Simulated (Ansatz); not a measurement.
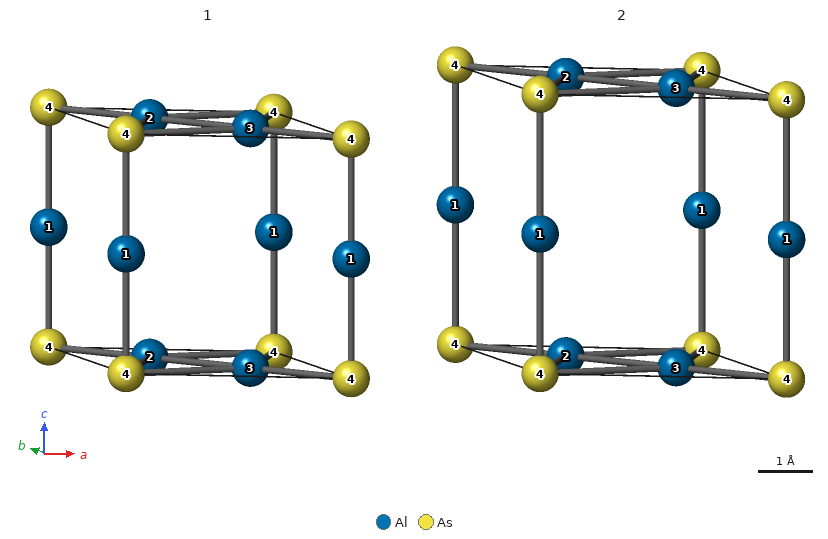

Two geometries of crystalline Al₃As (a generated structure, set up in P6/mmm) (coarse preliminary run), drawn at one scale. One is the start of a relaxation, the other its converged end. The picture is a ball-and-stick view of the cell of the calculation, seen slightly off an axis.

Level of theory: DFT PBE, scalar-relativistic, plane waves, PAW (Ansatz 0.2.0). Settings: plane-wave cutoff 420 eV; k-point mesh 6 × 6 × 4; occupations gaussian; smearing width 0.1 eV; no spin polarisation; cell and atoms relaxed; force threshold 0.04 eV/Å; at most 70 steps.

### Which geometry has the lower energy?

Structure 2 is the relaxed one. The atoms keep their places relative to the cell (all moves are under 0.005 Å). The volume changes by +39.7 %, with a = b 4.306 → 4.714 Å (+9.5 %), c 4.545 → 5.300 Å (+16.6 %). Among the contacts that change: Al1–As4 2.272 → 2.650 Å, Al2–Al3 2.486 → 2.722 Å, Al2–As4 2.486 → 2.722 Å. The space group stays P6/mmm (No. 191). The energy falls by 1.663 eV per cell of the calculation in 6 accepted moves (8 points after the start). All forces vanish by symmetry, so only the cell relaxes. Pressure: 23.86 GPa at the start and −0.03 GPa at the end. At 2 points the geometry stayed and the basis and grid were re-selected for the new cell (energy shift of 35.2 meV per cell of the calculation at most each time).
